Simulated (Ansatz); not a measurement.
Mo$_{7}$S$_{9}$: geometry relaxation (part 1 of 2)

Mo$_{7}$S$_{9}$ (P1, 16 atoms in the cell), computed with DFT PBE+D3(BJ), scalar-relativistic, plane waves, PAW, no spin polarisation (Ansatz 0.2.0).

The structure was built on a prototype by a generator; it need not be a known phase. It belongs to a series of runs on one base structure; here: 5 of 14 S atoms taken out at random, relaxed further on a centred mesh.

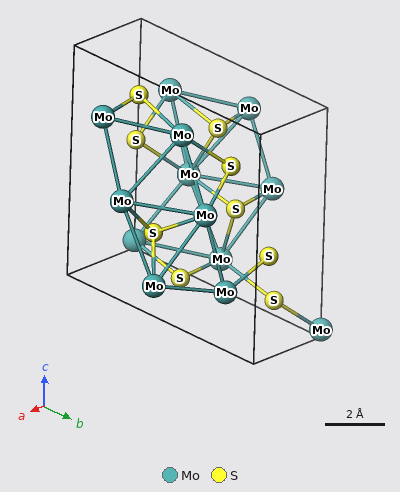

**Figure 1.** The starting structure (ball-and-stick view of the cell of the calculation, set on other vectors, seen slightly off an axis). An atom can appear more than once, as a periodic image.

## Summary

```tsv
quantity	value
outcome	converged
space group (tolerance 0.01 Å)	P1 (1)
electrons treated	152
free energy	−42823.6066 eV
Fermi energy	11.365 eV
gap on the k-point mesh	0.07 eV
pressure	0.04 GPa
final volume	299.92 Å³
largest force (length of the vector) at the end	0.029 eV/Å
final cell	a = 7.989 Å, b = 7.595 Å, c = 6.754 Å, α = 59.23°, β = 66.80°, γ = 60.13°
hardware	4 threads of Intel Xeon (Granite Rapids), 32 GiB of memory available, shared host
wall time	52 s (CPU time 3.4 min)
peak memory	1.3 GiB
```

## Input
```yaml
crystal:
  lattice:
    - [2.1612868491, 4.5679256932, -6.1486433264]
    - [3.0574956993, -3.2041310542, -6.1395554432]
    - [-3.7274349533, -1.0568286165, -5.5326377908]
  atoms:
    - { symbol: Mo, position: [0.4557226612, 0.8160067485, 0.7077840626] }
    - { symbol: Mo, position: [0.7764171038, 0.4212182033, 0.9078946206] }
    - { symbol: Mo, position: [0.1723990773, 0.2544630963, 0.6052766611] }
    - { symbol: Mo, position: [0.8613702541, 0.6675742015, 0.4389245625] }
    - { symbol: Mo, position: [0.2487583517, 0.588927841, 0.1662892187] }
    - { symbol: Mo, position: [0.5686278754, 0.150488521, 0.2683002112] }
    - { symbol: Mo, position: [0.9516314017, 0.0279394241, 0.9638062218] }
    - { symbol: S, position: [0.9540777065, 0.6850888314, 0.041679212] }
    - { symbol: S, position: [0.4766183988, 0.4559168949, 0.851086288] }
    - { symbol: S, position: [0.5478911363, 0.8167605682, 0.3333703383] }
    - { symbol: S, position: [0.8734266369, 0.2903010824, 0.5851159209] }
    - { symbol: S, position: [0.246144893, 0.2375440043, 0.2519736034] }
    - { symbol: S, position: [0.1544977766, 0.5995163113, 0.5439055398] }
    - { symbol: S, position: [0.5819926355, 0.4603641644, 0.260083668] }
    - { symbol: S, position: [0.2555615024, 0.9764173692, 0.999410854] }
    - { symbol: S, position: [0.7059831311, 0.9339431481, 0.6145795815] }
  symmetry: { detect: false }
basis:
  ecutwfc: 420
kpoints:
  mp_grid: { grid: [3, 4, 4] }
hamiltonian:
  xc: pbe
  dispersion: d3bj
scf:
  occupations: { method: gaussian, width: 0.1 }
  lower_state_search: "off"
output:
  forces: true
  stress: true
  eigenvalues: true
relax:
  adjacent_minimum: "off"
  f_tol: 0.04
  max_steps: 25
  cell: { stress_tol: 0.3 }
```

Command:
```bash
ansatz run input.yaml --threads 4 --pin off --max-ram 9216MiB --backend cpu --events-out ev --progress --plain --runs-dir out
```

## The program's output
```
Engine: ansatz 0.2.0, x86_64-unknown-linux-gnu
Pseudopotentials: kind: paw
Pseudopotential: Mo, paw, valence charge 14, recommended cutoff 420 eV (normal), Mo.paw.azcp
Pseudopotential: S, paw, valence charge 6, recommended cutoff 420 eV (normal), S.paw.azcp
Functional definition: PBE
  parameter kappa = 0.804
  parameter beta = 0.06672455060314922
  exchange = pbe_x(kappa = kappa, mu = beta*pi^2/3)
  correlation = pbe_c(beta = beta)
Crystal: 16 atoms, lattice volume = 299.400 Å³
Basis set: ecut = 420 eV, 5853 PW (Γ), exchange–correlation on 108×108×96 points (8 copies of the dense FFT grid, shifted against one another)
Bands: 92, of which v1, the nominal top of the filled ones, is band 76 counted from 1 (75 counted from 0)
Symmetry: 1 space group operations
k-points: 26 of 48 (time reversal used)
Non-local potential: Mo, projectors of the file, l = 0: 3, l = 1: 2, l = 2: 2, l = 3: 1
Non-local potential: S, projectors of the file, l = 0: 2, l = 1: 2, l = 2: 2
PAW form: soft (Blöchl's): semilocal exchange-correlation on the pseudo side does not see the compensation charge
PAW one-centre angular grid: Mo, 590 points (default); XC on 64 Gauss nodes
PAW one-centre angular grid: S, 110 points (default); XC on 64 Gauss nodes
Initial density: superposition of atomic densities (neutral atoms: chi_scale 0, normalization atom), corrected by the library's trained network
Initial wavefunctions: pseudopotential atomic-orbital guess
Functional: x = pbe(κ = 0.804, μ = 0.2195149727645171), c = pbe(β = 0.06672455060314922)
SCF iter   1: F=—  HF=-42823.612952 eV  |F-HF|=—  |Δ(HF+E_count)|=         —  Δρ=1.05e-2  dr2=2.94e-1  ethr=1.77e-3  ⟨swp⟩=6.3  Hψ=9019  notcnv=0
preconditioner: auto → LDOS  [insulator: Δε(μ)=0.136 eV  Ē_g=6.939 eV  σ=0.100 eV  W_gap=0.66  n_scr=68 (ndim 8)  ℏωp=21.0 eV  f_vac=0.045  D(μ)=1.74/eV (n_scr^D=2)  ε∞_Penn≈10.2  β→1.0]
SCF iter   2: F=—  HF=-42823.725192 eV  |F-HF|=—  |Δ(HF+E_count)|=   1.12e-1  Δρ=1.23e-2  dr2=1.49e0  ethr=1.93e-4  ⟨swp⟩=2.0  Hψ=4749  notcnv=0  defer=217  recentre
SCF iter   3: F=—  HF=-42823.597279 eV  |F-HF|=—  |Δ(HF+E_count)|=   1.28e-1  Δρ=5.04e-3  dr2=1.38e-1  ethr=1.93e-4  ⟨swp⟩=2.0  Hψ=3388  notcnv=0  defer=217
SCF iter   4: F=—  HF=-42823.592985 eV  |F-HF|=—  |Δ(HF+E_count)|=   4.29e-3  Δρ=2.05e-3  dr2=3.53e-2  ethr=9.09e-5  ⟨swp⟩=2.0  Hψ=2613  notcnv=0  defer=217
SCF iter   5: F=—  HF=-42823.590295 eV  |F-HF|=—  |Δ(HF+E_count)|=   2.69e-3  Δρ=5.48e-4  dr2=1.74e-3  ethr=2.32e-5  ⟨swp⟩=2.0  Hψ=2578  notcnv=0  defer=217
SCF iter   6: F=—  HF=-42823.590258 eV  |F-HF|=—  |Δ(HF+E_count)|=   3.73e-5  Δρ=1.66e-4  dr2=1.20e-4  ethr=1.14e-6  ⟨swp⟩=2.0  Hψ=3340  notcnv=0  defer=217
SCF iter   7: F=—  HF=-42823.590266 eV  |F-HF|=—  |Δ(HF+E_count)|=   8.64e-6  Δρ=7.11e-5  dr2=2.24e-5  ethr=7.92e-8  ⟨swp⟩=2.0  Hψ=3146  notcnv=0  defer=217
SCF iter   8: F=—  HF=-42823.590203 eV  |F-HF|=—  |Δ(HF+E_count)|=   6.29e-5  Δρ=3.03e-5  dr2=2.02e-6  ethr=1.47e-8  ⟨swp⟩=2.2  Hψ=2881  notcnv=0  defer=70
SCF iter   9: F=—  HF=-42823.590205 eV  |F-HF|=—  |Δ(HF+E_count)|=   1.30e-6  Δρ=1.41e-5  dr2=7.00e-7  ethr=1.33e-9  ⟨swp⟩=2.0  Hψ=3189  notcnv=0  defer=70
SCF iter  10: F=—  HF=-42823.590205 eV  |F-HF|=—  |Δ(HF+E_count)|=   2.63e-7  Δρ=7.44e-6  dr2=1.48e-7  ethr=4.60e-10  ⟨swp⟩=2.0  Hψ=3183  notcnv=0  defer=70
SCF iter  11: F=-42823.590205 eV  HF=-42823.590205 eV  |F-HF|=1.22e-8  |Δ(HF+E_count)|=   6.97e-8  Δρ=2.96e-6  dr2=1.71e-8  ethr=6.58e-11  ⟨swp⟩=9.9  Hψ=9426  notcnv=0
SCF 1 converged in 11 iterations: F = -42823.590205 eV  dr2 = 1.71e-8
  greatest PAW one-centre occupation: 0.998 electrons in one spin orbital (limit 2), on the Mo atom at site 2 (counted from 0), in its partial waves of l = 0
relax step   1: F+E_penalty+E_count = -42823.59020498 eV  Δ(F+E_penalty+E_count) = +0.000e0 eV  max|allowed force component| = 2.330e-1 eV/Å  Δτ_max = 0.0000 Å  P = +0.006 GPa  Ω = 299.400 Å³  (11 SCF iters, dr2 threshold 1.00e-7 eV, accepted)
Crystal: 16 atoms, lattice volume = 300.278 Å³
Basis set: ecut = 420 eV, 5871 PW (Γ), exchange–correlation on 108×108×96 points (8 copies of the dense FFT grid, shifted against one another)
Initial density: handed on by an earlier stage of this run
Initial wavefunctions: those handed on with the density
iter 1 solved again at ethr=2.73e-5 eV; its pass at ethr=3.10e-3 eV (dr2=4.16e-2 eV) is discarded
SCF iter   1: F=—  HF=-42823.608407 eV  |F-HF|=—  |Δ(HF+E_count)|=         —  Δρ=3.09e-3  dr2=4.14e-2  ethr=2.73e-5  ⟨swp⟩=1.9  Hψ=10823  notcnv=0
preconditioner: auto → LDOS  [metal: Δε(μ)=0.053 eV  Ē_g=6.936 eV  σ=0.100 eV  W_gap=0.29  n_scr=72 (ndim 8)  ℏωp=21.0 eV  f_vac=0.049  D(μ)=2.34/eV (n_scr^D=12)  β→1.0]
SCF iter   2: F=—  HF=-42823.623626 eV  |F-HF|=—  |Δ(HF+E_count)|=   1.52e-2  Δρ=4.40e-3  dr2=2.13e-1  ethr=2.73e-5  ⟨swp⟩=2.0  Hψ=3750  notcnv=0  recentre
SCF iter   3: F=—  HF=-42823.604964 eV  |F-HF|=—  |Δ(HF+E_count)|=   1.87e-2  Δρ=1.79e-3  dr2=2.16e-2  ethr=2.73e-5  ⟨swp⟩=2.0  Hψ=3426  notcnv=0
SCF iter   4: F=—  HF=-42823.603253 eV  |F-HF|=—  |Δ(HF+E_count)|=   1.71e-3  Δρ=4.50e-4  dr2=1.30e-3  ethr=1.42e-5  ⟨swp⟩=2.0  Hψ=2603  notcnv=0
SCF iter   5: F=—  HF=-42823.603085 eV  |F-HF|=—  |Δ(HF+E_count)|=   1.67e-4  Δρ=1.63e-4  dr2=1.52e-4  ethr=8.54e-7  ⟨swp⟩=2.0  Hψ=3264  notcnv=0
SCF iter   6: F=—  HF=-42823.603077 eV  |F-HF|=—  |Δ(HF+E_count)|=   8.32e-6  Δρ=5.19e-5  dr2=1.06e-5  ethr=1.00e-7  ⟨swp⟩=2.0  Hψ=3497  notcnv=0
SCF iter   7: F=-42823.603076 eV  HF=-42823.603077 eV  |F-HF|=3.27e-7  |Δ(HF+E_count)|=   1.44e-7  Δρ=1.93e-5  dr2=9.12e-7  ethr=1.05e-9  ⟨swp⟩=4.5  Hψ=10163  notcnv=0
SCF 2 converged in 7 iterations: F = -42823.603076 eV  dr2 = 9.12e-7
  greatest PAW one-centre occupation: 0.998 electrons in one spin orbital (limit 2), on the Mo atom at site 6 (counted from 0), in its partial waves of l = 0
relax step   2: F+E_penalty+E_count = -42823.60307648 eV  Δ(F+E_penalty+E_count) = -1.287e-2 eV  max|allowed force component| = 9.081e-2 eV/Å  Δτ_max = 0.0333 Å  P = +0.057 GPa  Ω = 300.278 Å³  energy of the carried Pulay correction = -1.132e-4 eV  (7 SCF iters, dr2 threshold 1.60e-6 eV, accepted)
Crystal: 16 atoms, lattice volume = 299.924 Å³
Basis set: ecut = 420 eV, 5867 PW (Γ), exchange–correlation on 108×108×96 points (8 copies of the dense FFT grid, shifted against one another)
iter 1 solved again at ethr=1.92e-6 eV; its pass at ethr=3.10e-3 eV (dr2=2.92e-3 eV) is discarded
SCF iter   1: F=—  HF=-42823.606948 eV  |F-HF|=—  |Δ(HF+E_count)|=         —  Δρ=8.18e-4  dr2=2.94e-3  ethr=1.92e-6  ⟨swp⟩=2.0  Hψ=10214  notcnv=0
preconditioner: auto → LDOS  [metal: Δε(μ)=0.067 eV  Ē_g=6.939 eV  σ=0.100 eV  W_gap=0.36  n_scr=72 (ndim 8)  ℏωp=21.0 eV  f_vac=0.048  D(μ)=2.22/eV (n_scr^D=10)  β→1.0]
SCF iter   2: F=—  HF=-42823.607715 eV  |F-HF|=—  |Δ(HF+E_count)|=   7.67e-4  Δρ=1.04e-3  dr2=1.25e-2  ethr=1.92e-6  ⟨swp⟩=2.0  Hψ=3543  notcnv=0  recentre
SCF iter   3: F=—  HF=-42823.606720 eV  |F-HF|=—  |Δ(HF+E_count)|=   9.95e-4  Δρ=4.26e-4  dr2=1.27e-3  ethr=1.92e-6  ⟨swp⟩=2.0  Hψ=3411  notcnv=0
SCF iter   4: F=—  HF=-42823.606623 eV  |F-HF|=—  |Δ(HF+E_count)|=   9.67e-5  Δρ=1.23e-4  dr2=1.33e-4  ethr=8.38e-7  ⟨swp⟩=1.9  Hψ=2472  notcnv=0
SCF iter   5: F=—  HF=-42823.606554 eV  |F-HF|=—  |Δ(HF+E_count)|=   6.94e-5  Δρ=3.81e-5  dr2=7.71e-6  ethr=8.73e-8  ⟨swp⟩=2.0  Hψ=2776  notcnv=0
SCF iter   6: F=—  HF=-42823.606553 eV  |F-HF|=—  |Δ(HF+E_count)|=   4.92e-7  Δρ=1.27e-5  dr2=8.20e-7  ethr=5.07e-9  ⟨swp⟩=2.0  Hψ=3438  notcnv=0
SCF iter   7: F=-42823.606553 eV  HF=-42823.606553 eV  |F-HF|=3.73e-8  |Δ(HF+E_count)|=   3.38e-8  Δρ=4.76e-6  dr2=6.87e-8  ethr=3.39e-10  ⟨swp⟩=5.2  Hψ=8183  notcnv=0
SCF 3 converged in 7 iterations: F = -42823.606553 eV  dr2 = 6.87e-8
relax step   3: F+E_penalty+E_count = -42823.60655303 eV  Δ(F+E_penalty+E_count) = -3.477e-3 eV  max|allowed force component| = 2.484e-2 eV/Å  Δτ_max = 0.0088 Å  P = +0.039 GPa  Ω = 299.924 Å³  energy of the carried Pulay correction = -6.756e-5 eV  (7 SCF iters, dr2 threshold 5.15e-7 eV, accepted)
Initial wavefunctions: pseudopotential atomic-orbital guess (no wavefunctions were taken with the density)
iter 1 solved again at ethr=3.06e-7 eV; its pass at ethr=3.10e-3 eV (dr2=4.65e-4 eV) is discarded
SCF iter   1: F=—  HF=-42823.606615 eV  |F-HF|=—  |Δ(HF+E_count)|=         —  Δρ=3.64e-5  dr2=1.85e-7  ethr=3.06e-7  ⟨swp⟩=4.0  Hψ=16224  notcnv=0
eigensolver tolerance schedule: the retry pair's looser diagonalisation over-reported the residual by 2507.50 of it (diagonalisation noise at 0.33 of the residual, at the tolerance the schedule requests for it); recorded, not acted on — ethr = c·dr2/N_el stays at c = 1.0e-1
preconditioner: auto → LDOS  [metal: Δε(μ)=0.067 eV  Ē_g=6.939 eV  σ=0.100 eV  W_gap=0.36  n_scr=72 (ndim 8)  ℏωp=21.0 eV  f_vac=0.048  D(μ)=2.23/eV (n_scr^D=10)  β→1.0]
SCF iter   2: F=—  HF=-42823.606625 eV  |F-HF|=—  |Δ(HF+E_count)|=   9.08e-6  Δρ=8.01e-6  dr2=5.93e-7  ethr=1.22e-10  ⟨swp⟩=3.1  Hψ=5329  notcnv=0
SCF iter   3: F=—  HF=-42823.606625 eV  |F-HF|=—  |Δ(HF+E_count)|=  7.28e-10  Δρ=8.31e-6  dr2=6.57e-7  ethr=1.22e-10  ⟨swp⟩=2.6  Hψ=4768  notcnv=0
SCF iter   4: F=—  HF=-42823.606624 eV  |F-HF|=—  |Δ(HF+E_count)|=   5.26e-8  Δρ=2.63e-6  dr2=7.11e-8  ethr=1.22e-10  ⟨swp⟩=2.0  Hψ=2797  notcnv=0
SCF iter   5: F=-42823.606624 eV  HF=-42823.606624 eV  |F-HF|=3.32e-9  |Δ(HF+E_count)|=   6.82e-9  Δρ=7.08e-7  dr2=4.29e-9  ethr=3.79e-12  ⟨swp⟩=5.8  Hψ=9058  notcnv=0
SCF 4 converged in 5 iterations: F = -42823.606624 eV  dr2 = 4.29e-9
relax step   4: F+E_penalty+E_count = -42823.60662449 eV  Δ(F+E_penalty+E_count) = -7.146e-5 eV  max|allowed force component| = 2.487e-2 eV/Å  Δτ_max = 0.0000 Å  P = +0.038 GPa  Ω = 299.924 Å³  stress off target by 8.74e-2 GPa  SCF on the basis re-selected at this cell (its energy is not comparable with the rows above)  (5 SCF iters)
```

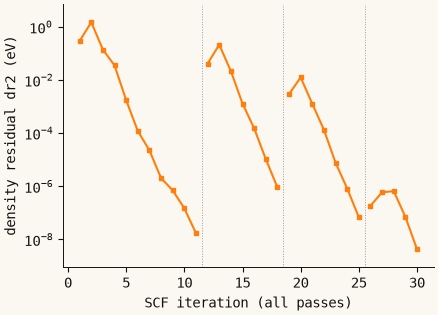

**Figure 2.** Convergence of the self-consistent field: density residual dr2 against the SCF iteration. The dotted lines part the SCF passes of the relaxation: geometry steps, rejected trials and re-solves on a re-selected basis. The passes take 11, 7, 7 and 5 iterations.

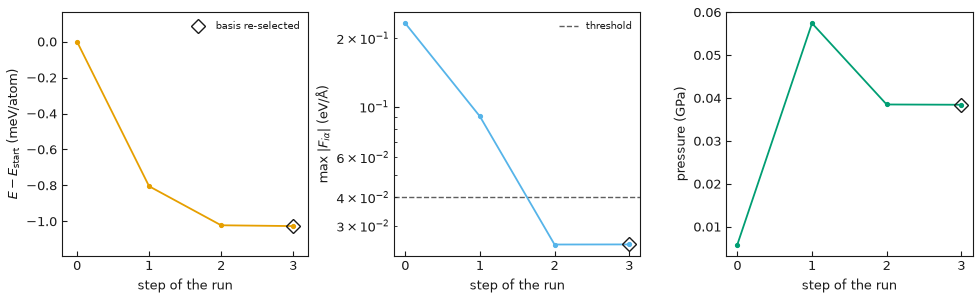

**Figure 3.** Progress of the relaxation, step by step (the first geometry is step 0 here and step 1 in the log).

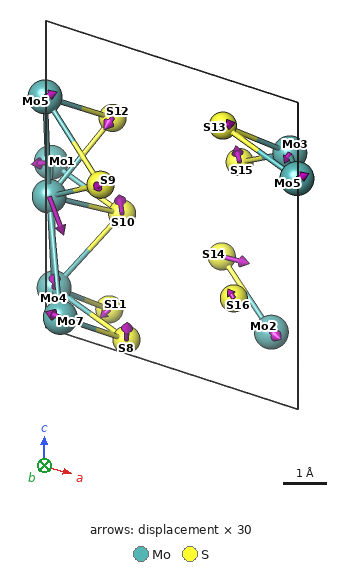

**Figure 4.** The starting structure with the displacements (without the part carried along by the change of the cell) as pink arrows, magnified 30 times (ball-and-stick view of the cell of the calculation, set on other vectors, along the b axis). Mo6 moves most relative to the cell: 0.033 Å. Largest moves by element: Mo 0.033 Å, S 0.025 Å. Cell: a stays at 6.754 Å, b 7.142 → 7.128 Å (−0.2 %), c 7.824 → 7.815 Å (−0.1 %), α 114.0° → 113.8°, β 95.2° → 95.4°, γ 114.1° → 113.7°. Volume +0.2 %. Among the contacts that change: Mo4–Mo6 3.091 → 3.040 Å, Mo6–Mo7 2.933 → 2.899 Å, Mo3–Mo6 3.077 → 3.104 Å, Mo4–Mo7 3.080 → 3.054 Å. The space group stays P1 (No. 1). The energy falls by 1.0 meV per atom in 2 geometry steps. Largest force component: 0.23 eV/Å at the start, 0.025 eV/Å at the end. Pressure: 0.01 GPa at the start and 0.04 GPa at the end. A last SCF at the same geometry on a re-selected plane-wave basis shifts the energy by next to nothing (0.0 meV per atom). (Atoms are counted from 1 in the order of the input.)

```
basis re-selected at this cell: Δ(F+E_penalty+E_count) = -7.146e-5 eV, ΔP = -0.000 GPa vs the last step (what re-selecting the basis moved, of the pressure what is left beyond the Pulay correction that the steps carried, after the strain that the cell walked since its last selection, with what the two solves' SCF thresholds leave and, on support functions, any second-order correction that the steps lacked; it is no measure of the basis error at this ecutwfc). This SCF's stress stands 8.74e-2 GPa from its target on what of the cell is left free (relax.cell.stress_tol is 3.00e-1 GPa) and its largest allowed force component is 2.49e-2 eV/Å (relax.f_tol is 4.00e-2 eV/Å): within both
SCF converged after 5 iterations
Free energy (F): -42823.606624 eV
Harris-Foulkes:  -42823.606624 eV  (|F-HF|=3.32e-9)
Internal energy: -42823.595499 eV  (E = F + TS)
E sigma→0 (E₀):  -42823.601062 eV
Entropy (-TS):   -0.011126 eV (-0.695 meV/atom)
Fermi energy:    11.365058 eV
--- Per-component energies (eV) ---
  E_band       = -1120.776001
  E_kinetic    = 4066.998108
  E_local      = -13050.240638  (includes V_loc(G=0)·N_el)
  E_nonlocal   = 1261.443433
  E_hartree    = 5025.112120
  E_xc         = -2161.618311
  E_vxc        = -2394.596853  (∫ρ·V_xc dr)
  E_paw        = -27813.593085  (= ΣΔE_a)
  E_vpaw       = -1054.606315  (= ΣTr[D̂ρ^β])
  E_aug_tail   = 0.000302  (compensation charges beyond the density's cutoff)
  E_ewald      = -10144.864395
  E_disp       = -6.833034  (pairwise vdW)
  E_smearing   = -0.011126  (= −TS)
  E_closure    = 0.000000  (closes the sum)
  Σ components = -42823.606624   (vs F -42823.606624, Δ=0.00e0)
```
